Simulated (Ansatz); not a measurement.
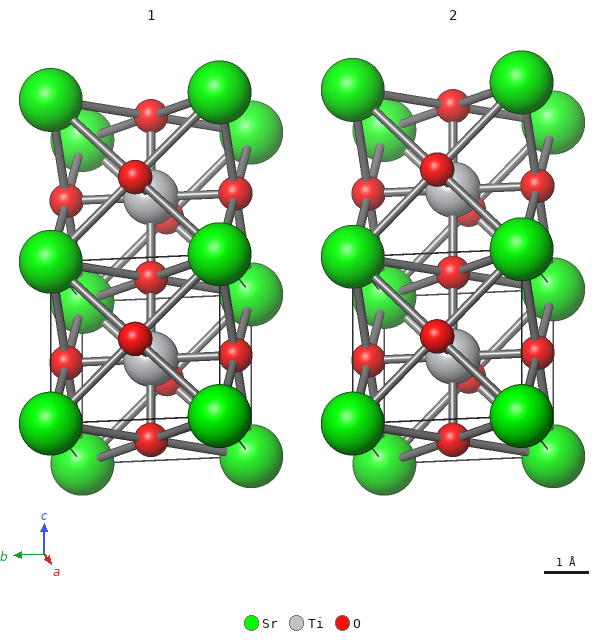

Two geometries of a crystal of SrTiO₃ (built on the cubic perovskite type) at its r2SCAN-relaxed geometry: one is the relaxed structure, the other was perturbed away from it. The picture is a ball-and-stick view of the cell of the calculation, repeated 1 × 1 × 2 with one cell outlined, seen from a free direction.

Level of theory: Ansatz, DFT, r2SCAN, plane waves, PAW. Settings: plane-wave cutoff 500 eV; k-point mesh 6 × 6 × 6; occupations fixed; no spin polarisation.

> Which is the distorted one, and what does the distortion cost?

Structure 1 is the perturbed one. The cell is strained by −3.0 % along c and none across it (volume −3.0 %). The atoms were relaxed with r2SCAN under that strain, and this is a single point on that geometry. It costs 13.2 meV per atom. The pressure goes from 0.0 to 6.5 GPa. The principal stresses (compression positive) are 12.4 GPa along c and 3.5 GPa across it. All forces vanish by symmetry. Some distances before and after: O–Ti 1.953 → 1.895 to 1.953 Å, O–Sr 2.763 → 2.721 to 2.763 Å. The space group (tolerance 0.01 Å) goes from Pm-3m (No. 221) to P4/mmm (No. 123).
